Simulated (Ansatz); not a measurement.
## Energy of MgO along an even scaling of the cell

System: MgO (2 atoms in the cell).
Method: DFT PBE, scalar-relativistic, plane waves, PAW, no spin polarisation (Ansatz 0.2.0).

The 7 runs differ only in the geometry, by an even scaling of the cell at fixed fractional positions. The structure derives from an entry of the Crystallography Open Database.

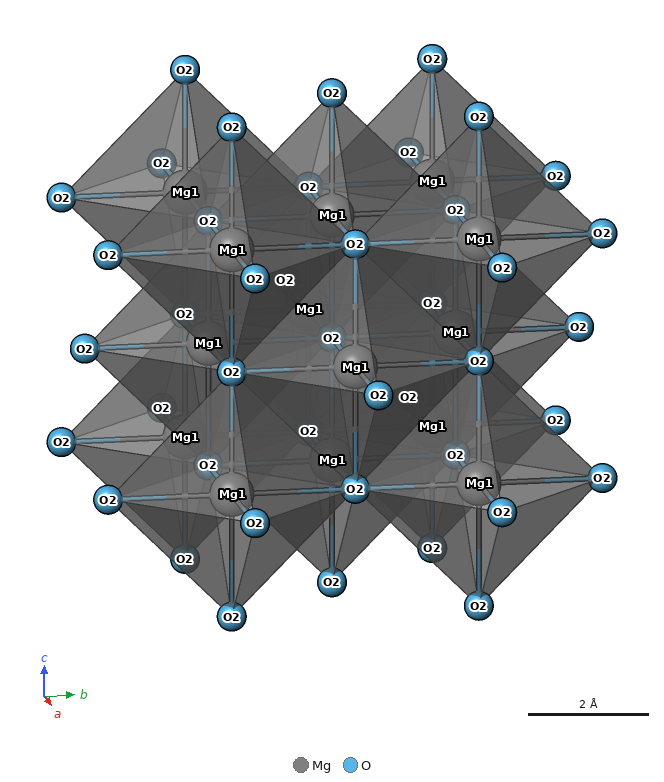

Figure 1. The structure of run 4 (polyhedral view of the cell 4 times as large as that of the calculation, set on its symmetry axes, seen slightly off an axis; polyhedra are completed across the faces of the cell; atoms are numbered from 1 in the order of the input).

## Input of run 4
```yaml
crystal:
  lattice:
    - [0.0, 2.1053674368, 2.1053674368]
    - [2.1053674368, 0.0, 2.1053674368]
    - [2.1053674368, 2.1053674368, 0.0]
  atoms:
    - { symbol: Mg, position: [0.0, 0.0, 0.0] }
    - { symbol: O, position: [0.5, 0.5, 0.5] }
basis:
  ecutwfc: 420
kpoints:
  mp_grid: { grid: [10, 10, 10] }
hamiltonian:
  xc: pbe
scf:
  occupations: { method: gaussian, width: 0.02 }
output:
  forces: true
  stress: true
  eigenvalues: true
```

Command:
```bash
ansatz run input.yaml --threads 1 --pin off --max-ram 2560MiB --backend cpu --events-out ev --progress --plain --runs-dir out
```

Run 5 differs from it as follows:
```diff
-    - [0.0, 2.1053674368, 2.1053674368]
-    - [2.1053674368, 0.0, 2.1053674368]
-    - [2.1053674368, 2.1053674368, 0.0]
+    - [0.0, 2.1479115747, 2.1479115747]
+    - [2.1479115747, 0.0, 2.1479115747]
+    - [2.1479115747, 2.1479115747, 0.0]
```

## Results, with one run withheld

| run | volume per atom (Å³) | free energy per atom, from the lowest run given (meV) | pressure (GPa) | gap on the mesh (eV) |
| --- | --- | --- | --- | --- |
| 1 | 8.466 | 75.90 | 24.81 | 5.76 |
| 2 | 8.755 | 38.31 | 17.08 | 5.40 |
| 3 | 9.044 | 13.67 | 10.49 | 5.06 |
| 4 | 9.332 | 0.00 | 4.84 | 4.75 |
| 5 | 9.909 | ? | ? | ? |
| 6 | 10.198 | 10.24 | −7.70 | 3.94 |
| 7 | 10.583 | 33.73 | −11.68 | 3.62 |

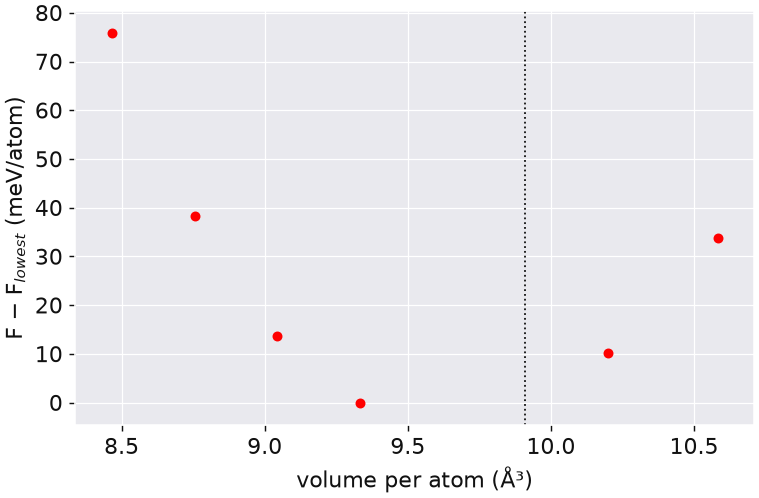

Figure 2. Free energy per atom of the runs given; the dotted line marks run 5.

Fit the runs given and predict run 5.

A cubic polynomial in V^(−2/3) (the Birch–Murnaghan form), fitted to the 6 runs given, misses them by at most 0.03 meV per atom. With x = V^(−2/3) − 0.22537 Å⁻², it reads F = −0.43695 + 1783.6 x + 2.0658e+05 x² + 30827 x³ (meV per atom). At run 5 it gives −0.50 meV per atom, and the run itself gives −0.47. The slope of the fit gives a pressure −dF/dV of −4.13 GPa there, and the run prints −4.14 GPa. The fit has its minimum at 9.622 Å³ per atom, where V d²F/dV² gives 149 GPa: the bulk modulus at this level, since symmetry fixes the shape and the positions. The gap on the mesh goes, without turning, from 5.76 eV in run 1 to 3.62 eV in run 7; run 5 has 4.19 eV. These are gaps of this functional on this mesh, which can miss the band edges; they aren't the measured gap.

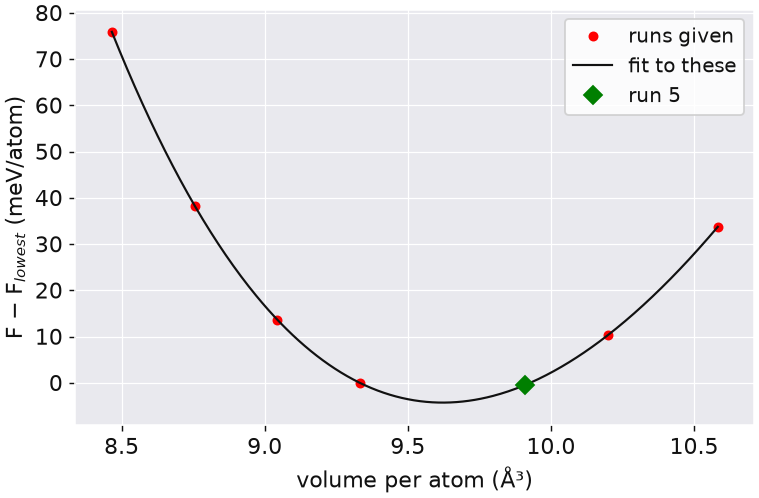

Figure 3. The fit and the withheld run.

## Output, shortened to warnings, some set-up lines, iterations and results (run 5)
```
Basis set: ecut = 420 eV, 387 PW (Γ), exchange–correlation on 48×48×48 points (8 copies of the dense FFT grid, shifted against one another)
Symmetry: 48 space group operations
k-points: 47 of 1000
Initial density: superposition of atomic densities (neutral atoms: chi_scale 0, normalization atom), corrected by the library's trained network
[...]
SCF iter   1: F=—  HF=-2494.130887 eV  |F-HF|=—  |Δ(HF+E_count)|=         —  Δρ=8.69e-4  dr2=9.51e-5  ethr=1.77e-3  ⟨swp⟩=6.0  Hψ=3345  notcnv=0
SCF iter   2: F=—  HF=-2494.131286 eV  |F-HF|=—  |Δ(HF+E_count)|=   3.99e-4  Δρ=3.75e-4  dr2=1.06e-5  ethr=5.95e-7  ⟨swp⟩=2.9  Hψ=1495  notcnv=0
SCF iter   3: F=—  HF=-2494.131308 eV  |F-HF|=—  |Δ(HF+E_count)|=   2.13e-5  Δρ=1.92e-4  dr2=1.86e-6  ethr=6.63e-8  ⟨swp⟩=2.1  Hψ=683  notcnv=0
SCF iter   4: F=—  HF=-2494.131325 eV  |F-HF|=—  |Δ(HF+E_count)|=   1.74e-5  Δρ=4.05e-5  dr2=2.21e-7  ethr=1.16e-8  ⟨swp⟩=2.0  Hψ=752  notcnv=0
SCF iter   5: F=-2494.131325 eV  HF=-2494.131325 eV  |F-HF|=3.27e-8  |Δ(HF+E_count)|=   1.38e-8  Δρ=1.59e-5  dr2=3.82e-8  ethr=1.38e-9  ⟨swp⟩=1.8  Hψ=648  notcnv=0
SCF iter   6: F=-2494.131325 eV  HF=-2494.131325 eV  |F-HF|=9.08e-9  |Δ(HF+E_count)|=   7.94e-9  Δρ=8.03e-6  dr2=1.04e-8  ethr=2.39e-10  ⟨swp⟩=2.5  Hψ=1716  notcnv=0
SCF 1 converged in 6 iterations: F = -2494.131325 eV  dr2 = 1.04e-8
SCF converged after 6 iterations
Free energy (F): -2494.131325 eV
Harris-Foulkes:  -2494.131325 eV  (|F-HF|=9.08e-9)
Internal energy: -2494.131325 eV  (E = F + TS)
E sigma→0 (E₀):  -2494.131325 eV
Fermi energy:    9.518378 eV
--- Per-component energies (eV) ---
  E_band       = -304.626613
  E_kinetic    = 254.188763
  E_local      = -1639.397618  (includes V_loc(G=0)·N_el)
  E_nonlocal   = 142.702716
  E_hartree    = 567.554994
  E_xc         = -104.760143
  E_vxc        = -134.207266  (∫ρ·V_xc dr)
  E_paw        = -450.196221  (= ΣΔE_a)
  E_vpaw       = -63.023710  (= ΣTr[D̂ρ^β])
  E_aug_tail   = 0.002445  (compensation charges beyond the density's cutoff)
  E_ewald      = -1264.226263
  E_smearing   = -0.000000  (= −TS)
  E_closure    = 0.000000  (closes the sum)
  Σ components = -2494.131325   (vs F -2494.131325, Δ=0.00e0)
--- Forces (eV/Å), atoms counted from 1 ---
  atom   1  Mg    -0.00000000     0.00000000    -0.00000000
  atom   2  O      0.00000000    -0.00000000     0.00000000
  max |Σ_I F_I| component: 1.99e-29 eV/Å
--- Stress (GPa, compression-positive) ---
       -4.137453       0.000000       0.000000
       -0.000000      -4.137453       0.000000
       -0.000000      -0.000000      -4.137453
  P = ⅓ Tr σ = -4.1375 GPa (-41.375 kbar)
```
